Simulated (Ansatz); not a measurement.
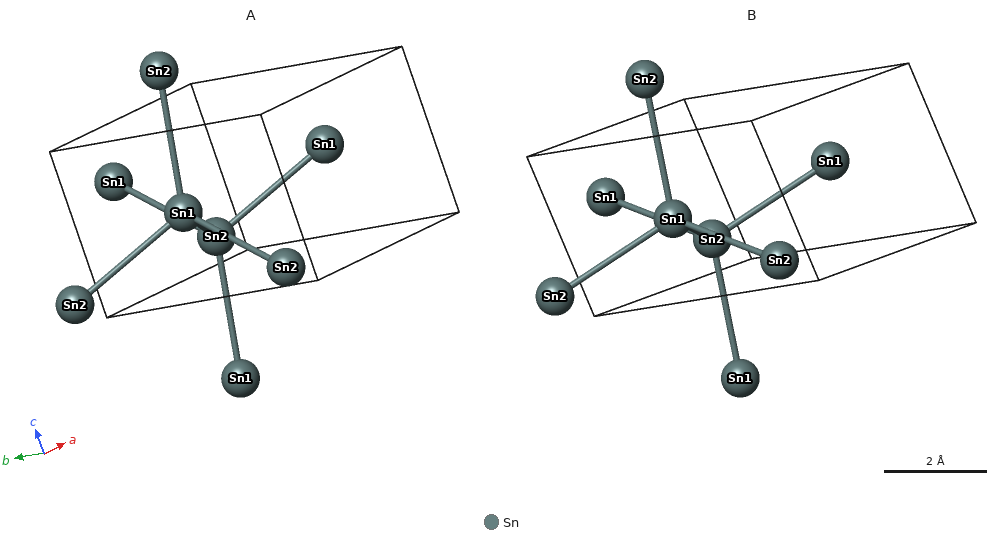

Two geometries of a crystal of Sn (set up in P-1), drawn at one scale. One is the start of a relaxation, the other its converged end. The picture is a ball-and-stick view of the cell of the calculation, reduced to other axes, seen from a free direction. Lengths and directions refer to the drawn axes.

Theory: DFT r2SCAN, scalar-relativistic, plane waves, PAW (Ansatz 0.2.0). Settings: plane-wave cutoff 500 eV; k-point mesh 10 × 10 × 10; occupations gaussian; smearing width 0.15 eV; no spin polarisation; cell and atoms relaxed; force threshold 0.01 eV/Å; at most 80 steps.

Question: Which one is relaxed?

Answer: Structure B is the relaxed one. Case: all atoms moved at random, sigma 0.15 Å for each component, cell strained at random, sigma 0.1; relaxed back. The largest moves relative to the cell, 0.068 Å, are those of Sn1 and Sn2. Sn1 goes along [−2 −1 −2]. The volume changes by +2.5 %, with a 4.398 → 4.642 Å (+5.5 %), b 4.418 → 4.642 Å (+5.1 %), c 4.526 → 4.642 Å (+2.6 %), α 94.0° → 90.0°, β 113.2° → 120.0°, γ 116.6° → 120.0°. Near-neighbour distances that change, for instance: Sn1–Sn2 2.696 → 2.843 Å, Sn1–Sn2 (another image) 2.926 → 2.843 Å, Sn1–Sn2 (another image) 2.863 → 2.843 Å. Bond angles that change, for instance: Sn2–Sn1–Sn2 99.5° → 109.5°, Sn2–Sn1–Sn2 118.3° → 109.5°, Sn2–Sn1–Sn2 104.6° → 109.4°. The space group (tolerance 0.01 Å) goes from P-1 (No. 2) to Fd-3m (No. 227). Over 3 accepted moves (4 points after the start) the energy falls by 107 meV per atom. The largest force component goes from 0.87 to 0.0014 eV/Å. The pressure goes from 1.47 to 0.03 GPa. The SCF was repeated once at an unchanged geometry on a basis and grid sized afresh for the cell, which shifted the energy by 0.2 meV per atom at most. Cost: 7 min on 1 thread of Intel(R) Xeon(R) Platinum 8259CL CPU @ 2.50GHz (Skylake/Cascade Lake) (shared host), peak memory 1.1 GiB.
